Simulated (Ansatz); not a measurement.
System: interstitial (added H) in WS₂.

The given structure:
```xyz
3
Lattice="1.5939 0.9202 7.4744 -1.5939 0.9202 7.4744 0.0000 -1.8404 7.4744" Properties=species:S:1:pos:R:3 pbc="T T T"
W     0.0000    0.0000    0.0157
S     0.0000    0.0000    9.0612
S     0.0000    0.0000    5.9175
```

Calculation (Ansatz 0.2.0): charge states of a point defect in a periodic supercell, each relaxed, energies over the elements' standard states with the Fermi level at the host's valence band top, point-charge and potential alignment terms added, no band filling term, levels over that top; plane waves with PAW datasets; energies extrapolated to zero smearing. Level: PBE, allowed.

```
                   setting                                                        value
   host atoms in supercell                                                           39
               wave cutoff                                                       420 eV
                    k mesh                                                        2×2×2
               occupations                                                     Gaussian
            smearing width                                                      0.01 eV
                   k shift                                 (0.5, 0.5, 0.5) (mesh steps)
        start displacement                                                       0.06 Å
               defect kind                                                 interstitial
             added element                                                            H
              defect place  (0.0312, 0.0312, 0.4062) (fraction of the host cell vector)
                  host gap                                                     1.635 eV
static dielectric xx yy zz                                         (11.59, 11.59, 3.21)
```

Describe the result: the formation energy of each charge state against the Fermi level.

The stable charge changes at 1.05 eV (+1/0) and 1.19 eV (0/−1) above the valence band top. The lowest state is +1 at the valence band top, +1 at mid-gap and −1 at the conduction band bottom, 1.64 eV higher. With the Fermi level at mid-gap the formation energy is 1.6 eV against the elements' standard states.

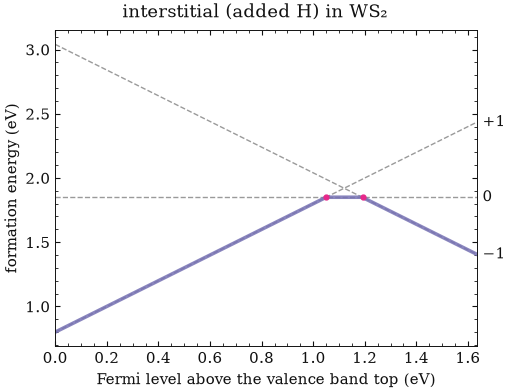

The thick line follows the lowest charge state; the axis spans the host's computed gap.

Limits of the calculation: a crossing between the sampled k points may be missed; charged cell in a neutralising background; coarse k mesh; random start near the defect, other minima possible; small supercell.
